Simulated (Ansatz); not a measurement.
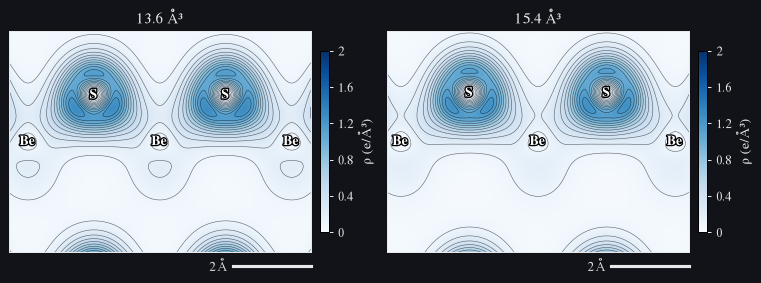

BeS. The valence pseudo-density of cells scaled evenly to different volumes (given per atom above each panel), on the (011̄) plane of each (indices in the axes of the cell below), at one length scale and on one colour scale.

The calculation used DFT PBE, scalar-relativistic, plane waves, PAW (Ansatz).

The largest cell:

```xyz
2
Lattice="0.0000 2.4857 2.4857 2.4857 0.0000 2.4857 2.4857 2.4857 0.0000" Properties=species:S:1:pos:R:3 pbc="T T T"
Be    0.0000    0.0000    0.0000
S     1.2429    1.2429    1.2429
```

| volume (Å³/atom) | Be–S contact in the plane (Å) | ρ at its midpoint (e/Å³) | pressure (GPa) | gap on the mesh (eV) | 
| --- | --- | --- | --- | --- |
| 13.62 | 2.068 | 0.709 | 6.5 | 3.00 | 
| 14.05 | 2.090 | ? | ? | ? | 
| 15.36 | 2.153 | 0.619 | −4.8 | 3.26 | 

**What values belong in the row with question marks?**

Over the known rows ln ρ falls by 1.60 per Å of Be–S distance (the line through the two), which gives 0.685 e/Å³ at 2.090 Å; the calculation gives 0.684 e/Å³. For the pressure, a straight line in volume between the neighbouring rows gives 3.7 GPa; the calculation gives 3.0, lower because pressure rises ever faster on compression. For the gap on the mesh, a straight line in volume between the neighbouring rows gives 3.06 eV; the calculation gives 3.08.
